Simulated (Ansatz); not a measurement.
System WSe₂ (space group P6_3/mmc, No. 194); source of the atomic positions: coordinates from a relaxation with DFT PBEsol, scalar-relativistic, plane waves, PAW in Ansatz 0.2.0.

```yaml
crystal:
  lattice:
    - [3.27110, 0.00000, 0.00000]
    - [-1.63555, 2.83285, 0.00000]
    - [0.00000, 0.00000, 13.22367]
  atoms:
    - { symbol: W, position: [0.66667, 0.33333, 0.75000] }
    - { symbol: W, position: [0.33333, 0.66667, 0.25000] }
    - { symbol: Se, position: [0.33333, 0.66667, 0.87661] }
    - { symbol: Se, position: [0.66667, 0.33333, 0.37661] }
    - { symbol: Se, position: [0.33333, 0.66667, 0.62339] }
    - { symbol: Se, position: [0.66667, 0.33333, 0.12339] }
```

Describe the stacking along c, with columns A (0, 0), B (1/3, 2/3), C (2/3, 1/3) of the hexagonal mesh.

Se(C) – W(B) – Se(C) – Se(B) – W(C) – Se(B) (six layers in 13.22 Å).

Se layers alone: CCBB, a sequence in which some neighbouring layers lie directly above each other.

W: two trigonal-prismatic sites, counted in one hexagonal cell. Two of the four gaps between Se layers are empty, 3.26 Å wide.

Polytype symbol 2H, the symbol of a layered MX2 polytype (number of slabs in the repeat and lattice).

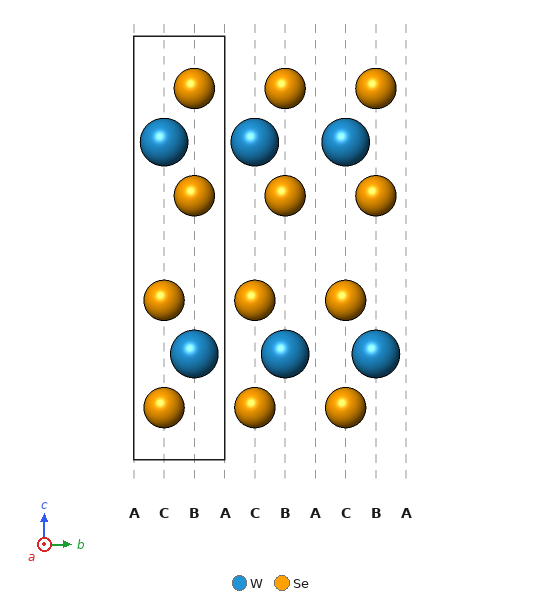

Projection along an edge of the hexagonal mesh, stacking direction c upwards. The dashed lines mark the three columns A (0, 0), B (1/3, 2/3) and C (2/3, 1/3). The sequence starts with the first layer at or above the cell's origin.
